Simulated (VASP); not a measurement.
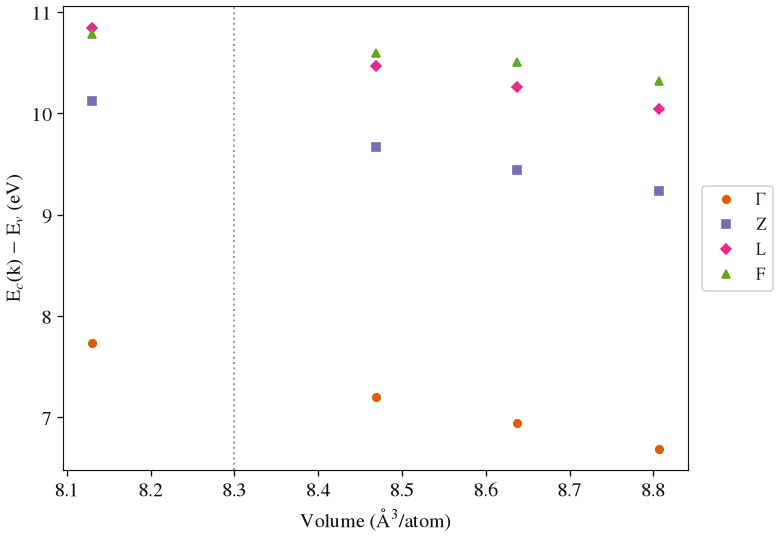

Lowest conduction level at each named k point, counted from the valence-band top at Γ. In reduced coordinates of the cell that was run, Z is (0.5, 0.5, 0.5), L is (0.5, 0, 0) and F is (0.5, 0.5, 0). One run is left out (dotted line).

System: corundum-type Al$_{2}$O$_{3}$, space group R-3c, 10 atoms in the primitive cell. The cell is scaled at fixed shape and fractional positions. At 8.47 Å³/atom, a = 4.754 Å, c = 12.979 Å (hexagonal axes). Method: r2SCAN, VASP PAW PBE potentials, release 64 (Al, O), no spin polarisation, no spin-orbit coupling, 6×6×6 k mesh, 520 eV cutoff, Gaussian smearing of 0.02 eV (VASP).

| volume | Γ (eV) | Z (eV) | L (eV) | F (eV) |
| --- | --- | --- | --- | --- |
| 8.13 Å³/atom | 7.74 | 10.12 | 10.85 | 10.79 |
| 8.47 Å³/atom | 7.20 | 9.67 | 10.47 | 10.60 |
| 8.64 Å³/atom | 6.94 | 9.45 | 10.26 | 10.50 |
| 8.81 Å³/atom | 6.69 | 9.23 | 10.04 | 10.32 |

**What does the missing run, at 8.30 Å³/atom, give?**

Fits through the other points against the logarithm of the volume give 7.47 eV at Γ (a straight line), 9.89 eV at Z (a straight line), 10.66 eV at L (a parabola) and 10.71 eV at F (a parabola). The run itself gives 7.46, 9.89, 10.66 and 10.70 eV, within 0.01 eV of the estimates.

The PAW data sets were made with another functional. LDA, GGA and most meta-GGA functionals understate gaps.
